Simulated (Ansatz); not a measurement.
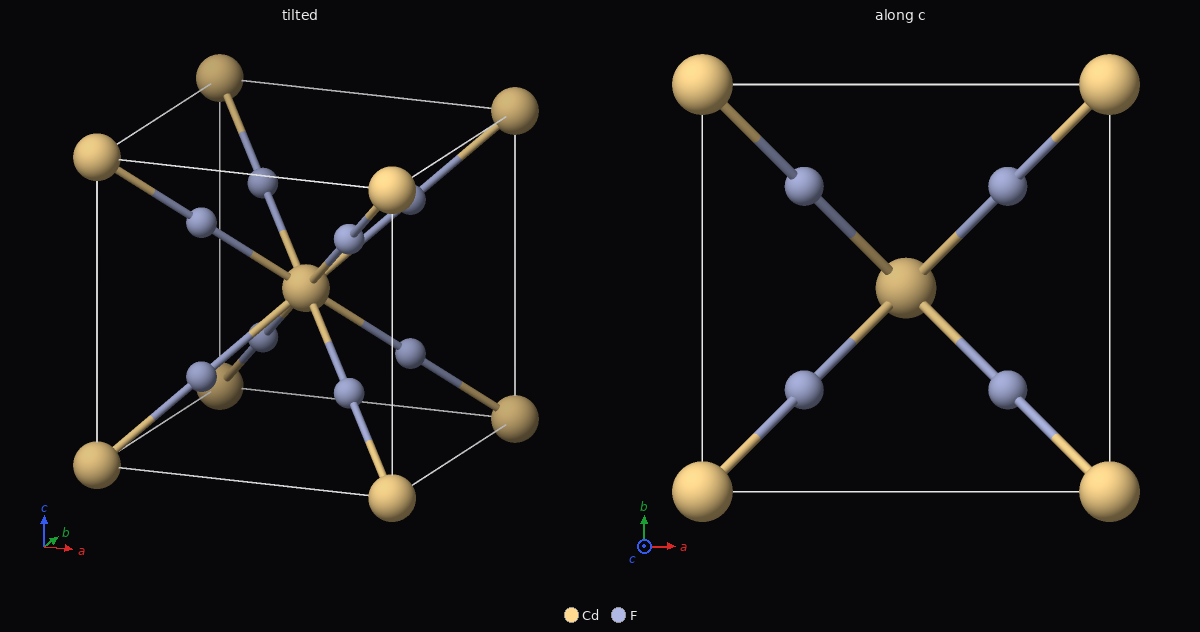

We look at a ball-and-stick model of the crystal slightly off an axis and along the c axis. Lines trace the edges of the conventional unit cell. Cell: a = 5.23 Å, b = 5.23 Å, c = 5.23 Å, α = 90.00°, β = 90.00°, γ = 90.00°.

Its origin is a random cell made by a generator, so it need not be a real form of the compound. Earlier steps of the study may have refined or changed the cell and positions. Ansatz was used for an electronic-structure calculation on it.

> Give a description of the structure.

Chemical formula CdF₄. The symmetry is that of Im-3m (No. 229), on a body-centred cubic lattice. Counting shared atoms by their share gives 2 Cd, 8 F, or 10 atoms. Cd bonds to eight F in a cubic arrangement at about 2.3 Å. The coordination shell of F holds two Cd in a linear arrangement at about 2.3 Å. The bonds build a three-dimensional framework.

Computational set-up: DFT PBE, scalar-relativistic, plane waves, PAW in Ansatz 0.2.0, an energy cutoff of 420 eV, k-points about 0.17 Å⁻¹ apart, Gaussian smearing of 0.1 eV, no spin polarisation.

> What is the electronic character?

A metal: bands cross the Fermi level.

> How charged are the atoms, by the Bader scheme?

Cd +1.62 e; F -0.40 e.

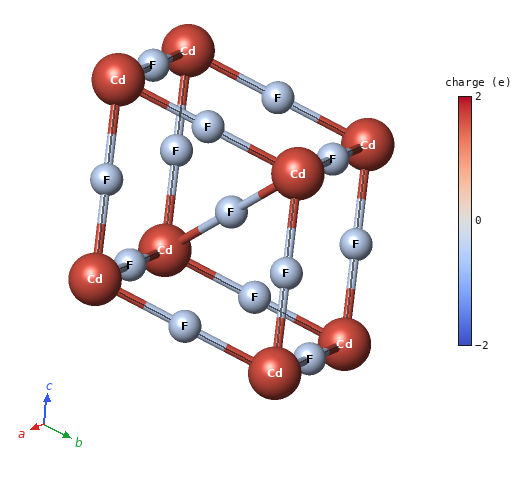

The atoms coloured by those charges. The run's cell of 5 atoms is drawn, so axes and origin can differ from the first picture.

> Is the structure relaxed at this level of theory?

Yes. All forces vanish to within 0.01 eV/Å. The pressure is 0.0 GPa, close to zero.
